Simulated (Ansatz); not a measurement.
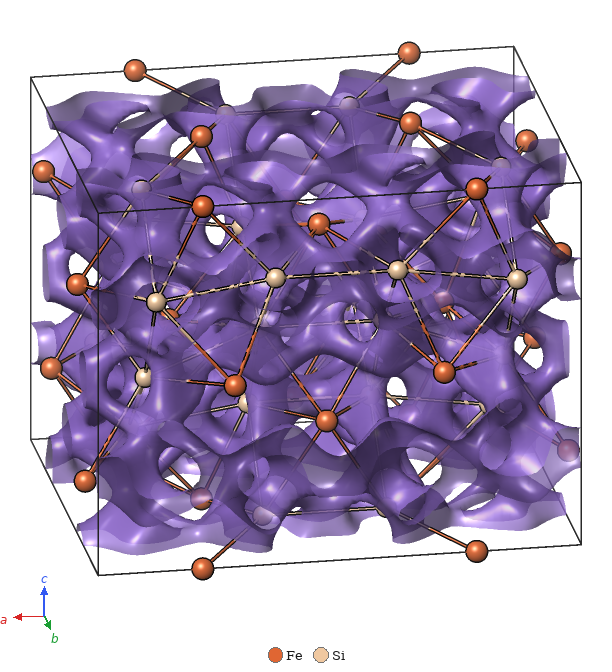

Figure. FeSi$_{2}$. Isosurface of the electron localisation function at 0.6 (purple), seen at an oblique angle. Only the valence region is drawn (cores and ρ < 0.01 e/Å³ removed). Sticks mark near contacts.

Space group Cmce; computed without spin polarisation.

Theory: DFT LDA, scalar-relativistic, plane waves, PAW in Ansatz.

Q: What do the ELF domains correspond to?

A: At this value the surface marks out one network that runs through the whole crystal, counted in one cell of 48 atoms. Regions shared between cells count once. Profiles from the grid: Fe–Si (2.29 Å): the ELF peaks at about 0.75 in the valence shell of Si, 0.9 Å from its nucleus, and is about 0.50 at the midpoint. Si–Si (2.43 Å): the ELF peaks at about 0.70 between the atoms.

Q: Metal or insulator at this level of theory?

A: It is gapped, with a Kohn–Sham gap of 0.70 eV on the k-point mesh, an upper bound to the gap of this method.
